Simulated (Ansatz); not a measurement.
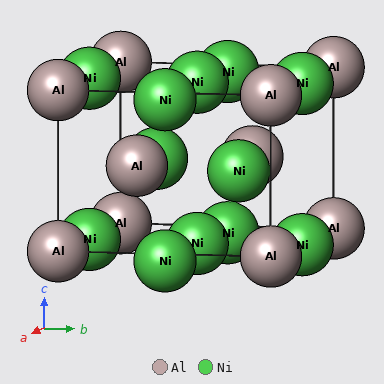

View slightly off an axis, drawn as a spheres-only model. Thin lines show the unit cell, with boundary atoms drawn in all their periodic places.

Al$_{3}$Ni$_{5}$, a = 4.95 Å, b = 4.95 Å, c = 3.72 Å, α = 90.00°, β = 90.00°, γ = 96.53°.

Method used: DFT PBEsol, scalar-relativistic, plane waves, PAW in Ansatz 0.2.0. It ran with a basis cut at 420 eV, the zone sampled with 8×8×10 points, Gaussian smearing of 0.15 eV, no spin polarisation (a spin-restricted run, not always the ground state).

### Metal or not?

A metal: bands cross the Fermi level.

### Which way would the volume go on relaxing?

The computed pressure is 2.3 GPa (compressed: it would expand). The stress isn't hydrostatic: its largest component is 3.8 GPa.

Its origin is a structure listed in the Materials Project. The cell was then strained or its atoms displaced on purpose. It was the input of a calculation with Ansatz.

At this level of theory the run's own cell isn't at rest (forces up to 1.7 eV/Å), so its distances can differ from those at equilibrium, the more so the softer the solid.
